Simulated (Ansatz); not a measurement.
Start from this file.

```
CELL_PARAMETERS angstrom
3.46831 0.00000 0.00000
0.00000 3.46831 0.00000
0.00000 0.00000 3.43397
ATOMIC_POSITIONS crystal
Ag 0.00000 0.00000 0.00000
Cl 0.50000 0.50000 0.50000
```

What crystal do these data define?

Answer. The stoichiometry is AgCl. Strictly the space group is P4/mmm (No. 123, within 0.01 Å). It is a distorted form of a primitive cubic structure, space group Pm-3m (No. 221) within 0.25 Å: caesium chloride (CsCl, B2) type. Cell content 1 Ag, 1 Cl; Z = 1. The neighbours of Ag are eight Cl in a cubic arrangement at 2.99 Å. Each Cl has eight Ag in a cubic arrangement at 2.99 Å. The bonds build a three-dimensional framework.

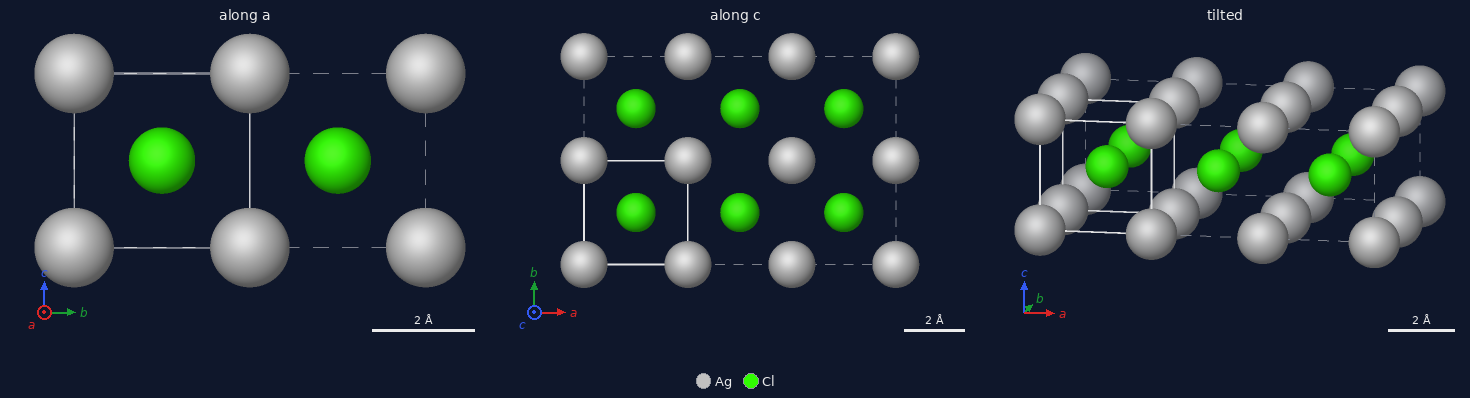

The image is a spheres-only drawing of a crystal, viewed along the a axis, along the c axis and slightly off an axis. A 3×2×1 array of cells is drawn; the unit cell has the solid edges. Colours: silver light grey, chlorine green.

The starting point was a structure listed in the Materials Project. The cell was then strained or its atoms displaced on purpose. An electronic-structure calculation with Ansatz was run on it.

At this level of theory the cell isn't at rest (stretched, at -5 GPa), so its distances can differ from those at equilibrium, the more so the softer the solid.
